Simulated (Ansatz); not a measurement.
Input

```
crystal:
  lattice:
    - [2.5340966698, 0.0, 0.0]
    - [-1.2670483349, 2.1945920917, 0.0]
    - [0.0, 0.0, 4.112571]
  atoms:
    - { symbol: Cu, position: [0.3333333333, 0.6666666667, 0.25] }
    - { symbol: Cu, position: [0.6666666667, 0.3333333333, 0.75] }
basis:
  ecutwfc: 500
kpoints:
  mp_grid: { grid: [24, 24, 14] }
hamiltonian:
  xc: r2scan
scf:
  occupations: { method: gaussian, width: 0.15 }
output:
  forces: true
  stress: true
  eigenvalues: true
  write_density: true
  write_potential: true
  elf: true
  volumetric_format: npy
```

Command:

```sh
ansatz run input.yaml --threads 1 --pin off --max-ram 2560MiB --backend cpu --events-out ev --progress --plain --runs-dir out
```

Below, planes, directions and counts refer to the conventional cell (a = 2.53 Å, b = 2.53 Å, c = 4.11 Å, α = 90.00°, β = 90.00°, γ = 120.00°).

Space group P6₃/mmc; a structure from a database of computed crystals, not necessarily the ambient phase; computed without spin polarisation.

Method: DFT r2SCAN, scalar-relativistic, plane waves, PAW (Ansatz 0.2.0).

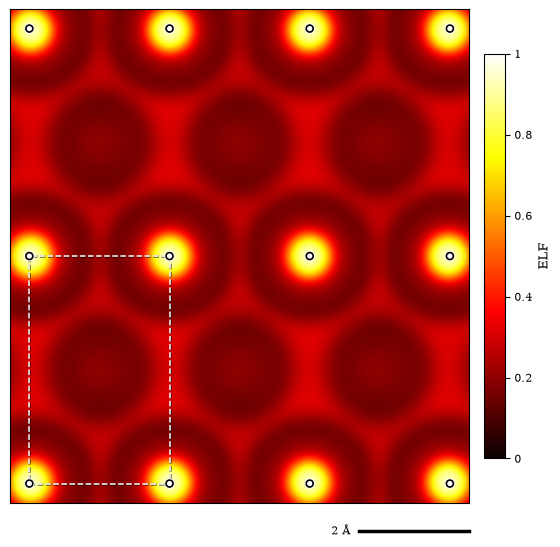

Cu. Electron localisation function on the (010) plane of the conventional cell. Circles mark the nuclei in the plane (Cu).

Core electrons are frozen (PAW), and the valence fields are smoothed inside the atomic spheres.

### Describe what can be read from this map.

The section cuts through Cu sites.
Atoms just off the plane (Cu, 0.7 Å away) can leave unmarked features too.
Cu–Cu (2.53 Å): the ELF is about 0.20 at the midpoint: no localised pair shows between them.
The features right at Cu lie inside the PAW spheres, where the map follows smoothed inner orbitals and isn't to be read closely.

### Metal or insulator at this level of theory?

It is metallic or semimetallic at this level of theory: no gap opens.
